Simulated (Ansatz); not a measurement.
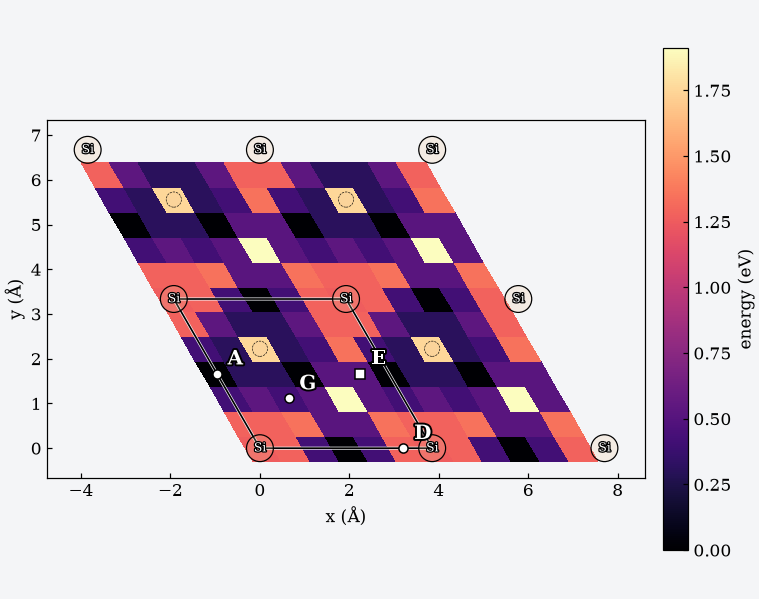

N on a Si(001) slab cut from the P6_3/mmc phase, its upper half relaxed before the scan (6 atoms of substrate and one adsorbate in a 1 × 1 cell). N is moved over the surface cell; relaxed at each place: the height of the adsorbate's atoms; substrate rigid; the origin of the map has the adsorbate above Si6. Places are given modulo a cell vector. The map is drawn in real space over the plane of the surface. The scan uses a 6 × 6 grid; 10 points were computed and 26 follow by symmetry. Energies are in eV, from the lowest grid point. At some places the adsorbate sinks to or below the level of the top layer. With one adsorbate in each 1 × 1 cell, its nearest image is 3.9 Å away, so neighbouring adsorbates interact. Computed with Ansatz, DFT PBE, scalar-relativistic, plane waves, PAW. Settings: cutoff 420 eV, k-mesh 9×9×1, gaussian smearing 0.05 eV, spin-polarised.

The picture shows one coloured cell a grid point, labelled circles for the atoms of the top layer and small ones for the second layer, the outline of one cell of the 2 × 2 shown, lettered points.

> Rank the lettered points by energy, lowest first.

A (0.00 eV), G (0.41 eV), E (0.52 eV), D (1.28 eV).

PAW datasets: the set soft_1.
